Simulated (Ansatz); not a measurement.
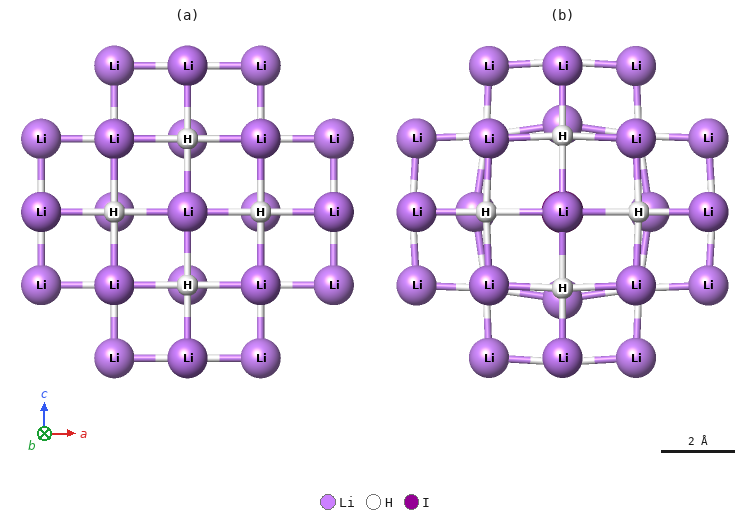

Left: perfect LiH. Right: the same region with one point defect, after relaxing the atoms in a supercell of 54 sites. A ball-and-stick model of the atoms within 4.6 Å of one point, in a slice 4.2 Å thick across the line of sight, seen along the b axis.

Level of theory: DFT, PBE, plane-wave PAW, default files, scalar-relativistic (Ansatz). Settings: plane-wave cutoff 420 eV; k-point mesh 3 × 3 × 3; occupations fermi dirac; smearing width 0.01 eV; no spin polarisation. The axes drawn are those of the host's conventional cell.

### Which defect is it?

A hydrogen atom is replaced by iodine.

The charge state of the cell is 0.

### What does the relaxation do around it?

In the host the H atom has 6 Li at 2.01 Å; the I atom ends with 6 Li at 2.39 Å. Of the host's atoms, a lithium atom moves furthest from its site, by 0.38 Å. Relaxing the atoms from the host's sites lowers the energy by 5.25 eV.
